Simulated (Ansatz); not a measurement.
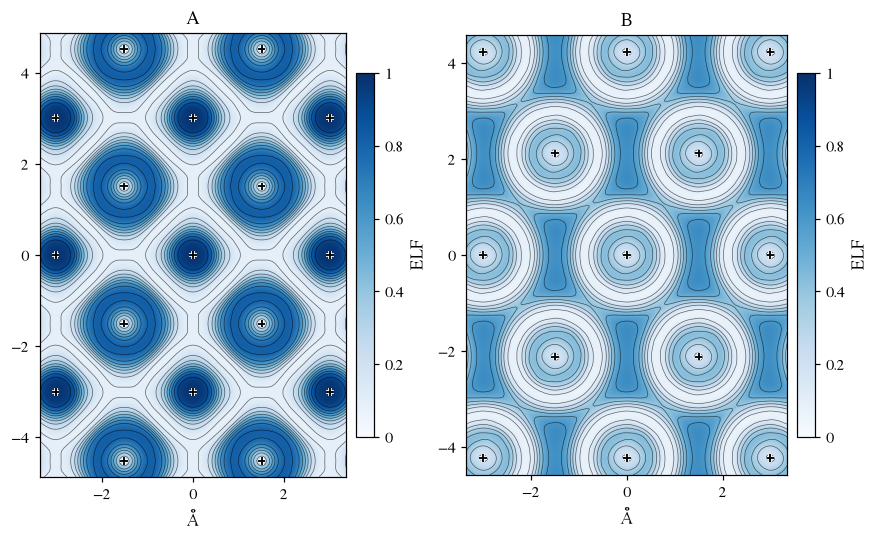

The ELF of 2 systems, each on a plane through atoms (crosses mark nuclei in the plane).

Level of theory: DFT, PBE, PAW with Ansatz's default frozen-core files, scalar-relativistic (Ansatz 0.2.0).

System 1: Mg, the (101̄) plane of the conventional cell. Space group Im-3m; computed pressure about 54 GPa in this cell.

```
Mg
1.0
     2.99186    0.00000    0.00000
     0.00000    2.99186    0.00000
     0.00000    0.00000    2.99186
Mg
2
Cartesian
  0.0000 0.0000 0.0000
  1.4959 1.4959 1.4959
```

System 2: CoO, the (001) plane of the conventional cell. Space group I4/mmm; changed on purpose from its base cell (zz strain of +2 %, PAW files); computed pressure about −5 GPa in this cell; spin-polarised.

```
Co O
1.0
     2.13150   -2.13150    0.00000
     2.13150    2.13150    0.00000
     0.00000    0.00000    4.34826
Co O
2 2
Direct
  0.00000 0.00000 0.00000
  0.50000 0.50000 0.50000
  0.50000 0.50000 0.00000
  0.00000 0.00000 0.50000
```

> Which map belongs to which system?

Panel A is system 2, CoO: the plane holds Co and O. Co–O (2.13 Å): the ELF peaks at about 0.80 in the valence shell of O, 0.6 Å from its nucleus, and is about 0.15 at the midpoint (no localised pair shows between them). Panel B is system 1, Mg: the plane holds Mg. Mg–Mg (2.59 Å): the ELF is about 0.40 at the midpoint.
